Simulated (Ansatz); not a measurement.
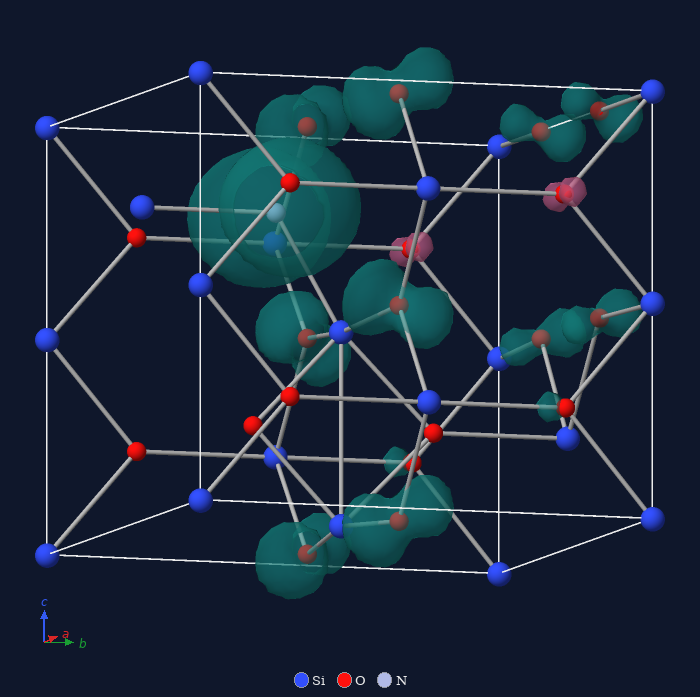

Si8NO14 (cell charge +2, with a compensating background) (cell with a defect). Isosurfaces of the magnetisation density (up minus down) at +0.02 (teal) and −0.02 e/Å³ (pink), seen at an oblique angle. Sticks mark near contacts.

PAW files of the earlier set (soft_1); spin-polarised.

The calculation used DFT PBE, scalar-relativistic, plane waves, PAW (Ansatz).

Core electrons are frozen (PAW), and the valence fields are smoothed inside the atomic spheres.

Q: Which atoms carry the moments, and with what signs?

A: The spin density sits on N: +0.4 μB in one cell of 23 atoms: with much of the spin spread outside that site. The cell of the calculation (23 atoms) carries 0.8 μB of net spin moment.
